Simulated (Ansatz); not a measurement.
## Electronic structure of MoS₂ in real space

Input

```
crystal:
  lattice:
    - [3.1407285108, 0.0, 0.0]
    - [-1.5703642554, 2.7199506767, 0.0203996301]
    - [0.0, 0.2101042987, 28.0139064959]
  atoms:
    - { symbol: Mo, position: [0.6666666667, 0.3333333333, 0.0] }
    - { symbol: Mo, position: [0.3333333333, 0.6666666667, 0.775531177] }
    - { symbol: Mo, position: [0.3333333333, 0.6666666667, 0.224468823] }
    - { symbol: S, position: [0.3333333333, 0.6666666667, 0.0556609006] }
    - { symbol: S, position: [0.6666666667, 0.3333333333, 0.8311968859] }
    - { symbol: S, position: [0.6666666667, 0.3333333333, 0.2800842459] }
    - { symbol: S, position: [0.3333333333, 0.6666666667, 0.9443390994] }
    - { symbol: S, position: [0.6666666667, 0.3333333333, 0.7199157541] }
    - { symbol: S, position: [0.6666666667, 0.3333333333, 0.1688031141] }
basis:
  ecutwfc: 420
kpoints:
  mp_grid: { grid: [12, 12, 1] }
hamiltonian:
  xc: pbesol
scf:
  occupations: { method: gaussian, width: 0.05 }
output:
  forces: true
  stress: true
  eigenvalues: true
  write_density: true
  write_potential: true
  elf: true
  volumetric_format: npy
```

Run with:

```sh
ansatz run input.yaml --threads 2 --pin off --max-ram 5120MiB --backend cpu --events-out ev --progress --plain --runs-dir out
```

Below, planes, directions and counts refer to the conventional cell (a = 5.44 Å, b = 3.14 Å, c = 28.01 Å, α = 90.00°, β = 90.86°, γ = 90.00°).

Space group Cm; a structure from a database of computed crystals, not necessarily the ambient phase; changed on purpose from its base cell (strain +0.0150 x Voigt [0, 0, 0, 1, 0, 0], atoms carried along); computed without spin polarisation.

Theory: DFT PBEsol, scalar-relativistic, plane waves, PAW in Ansatz.

Core electrons are frozen (PAW), and the valence fields are smoothed inside the atomic spheres.

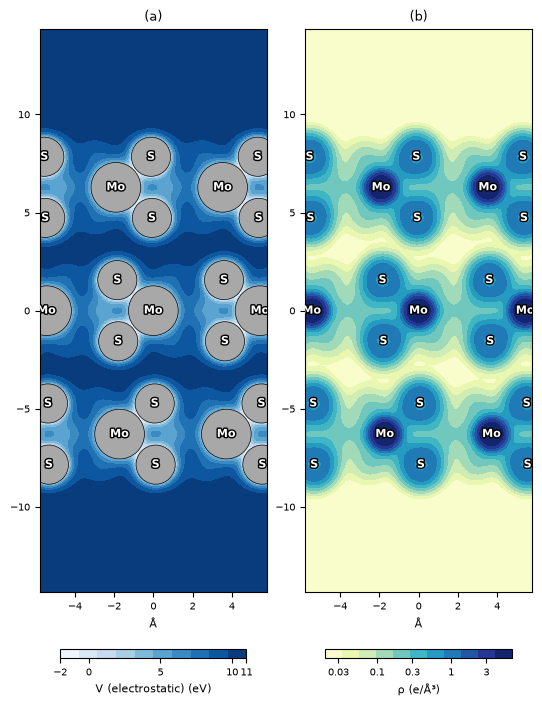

Figure 1. (a) electrostatic potential (local pseudopotential plus Hartree) felt by an electron; (b) valence pseudo-density on the (010) plane of the conventional cell. Grey discs cover the atomic cores in the potential map.

Q: Read the bonding off the picture.

A:
- The section cuts through Mo and S sites.
- Mo–S (2.37 Å): the density is about 0.65 e/Å³ at the midpoint.
- The density dies away to nearly zero in the voids.
- Outside the cores the potential energy rises away from the atoms and is highest about 3.3 Å from the nearest atoms; its zero is arbitrary.

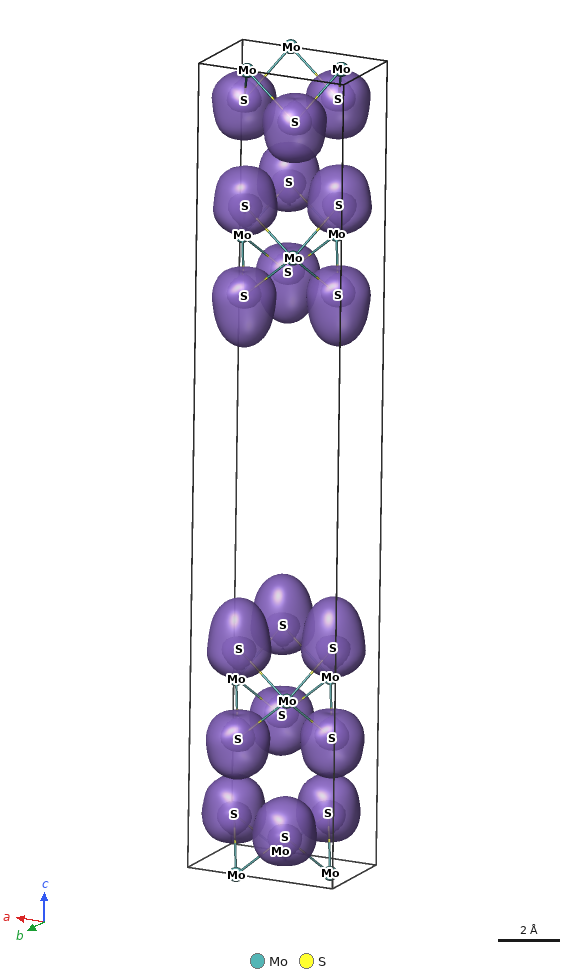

Figure 2. Isosurface of the ELF at 0.7 (purple), seen at an oblique angle. Only the valence region is drawn (cores and ρ < 0.01 e/Å³ removed). Sticks mark near contacts.

Q: Where are the electrons localised?

A: The ELF exceeds this value in twelve regions wrapped around S (the valence shell of each), counted in one cell of 18 atoms. Regions shared between cells count once. Along the contacts the grid gives the following. Mo–S (2.37 Å): the ELF peaks at about 0.85 in the valence shell of S, 0.8 Å from its nucleus, and is about 0.45 at the midpoint.

Q: Does the calculation give a band gap?

A: It is gapped, with a Kohn–Sham gap of 1.2 eV on the k-point mesh (the band edges may lie off the mesh, which would make the gap smaller).
